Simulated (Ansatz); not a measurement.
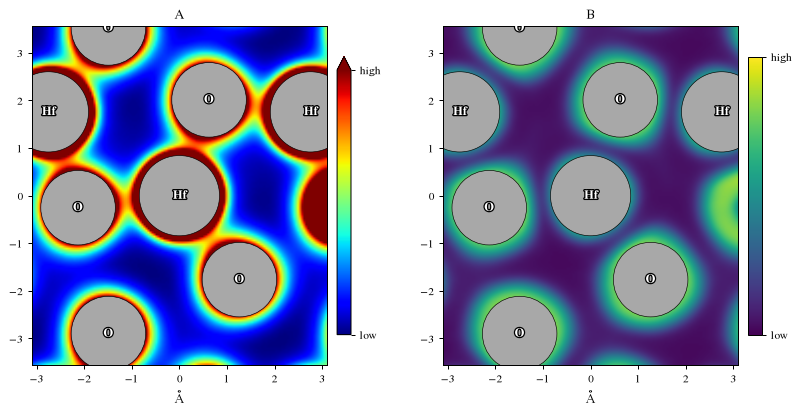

HfO2: 2 fields on the (010) plane of the conventional cell, with unlabelled colour scales. Grey discs cover the atomic cores.

Space group Pnma; a structure from a database of computed crystals, not necessarily the ambient phase.

Level of theory: Kohn-Sham DFT of a periodic cell, PBEsol with D3(BJ), Ansatz PAW in Ansatz 0.2.0.

```
Hf O
1.0
     5.50345    0.00000    0.00000
     0.00000    3.27064    0.00000
     0.00000    0.00000    6.42086
Hf O
4 8
Direct
  0.74602 0.75000 0.61292
  0.25398 0.25000 0.38708
  0.24602 0.75000 0.88708
  0.75398 0.25000 0.11292
  0.64084 0.25000 0.42639
  0.35916 0.75000 0.57361
  0.14084 0.25000 0.07361
  0.85916 0.75000 0.92639
  0.52484 0.25000 0.83826
  0.47516 0.75000 0.16174
  0.02484 0.25000 0.66174
  0.97516 0.75000 0.33826
```

Which field does each panel show? The fields are: electron localisation function and valence pseudo-density.

Panel A: valence pseudo-density. Panel B: electron localisation function. From the grid: Hf–O (2.11 Å): ρ is about 0.72 e/Å³ halfway; the ELF peaks at about 0.85 in the valence shell of O, 0.6 Å from its nucleus, and drops to about 0.20 between the two atoms; no localised pair shows between them. Hf–O (2.14 Å): the density is about 0.66 e/Å³ at the midpoint; the ELF peaks at about 0.85 in the valence shell of O, 0.6 Å from its nucleus, and drops to about 0.20 between the two atoms; no localised pair shows between them.
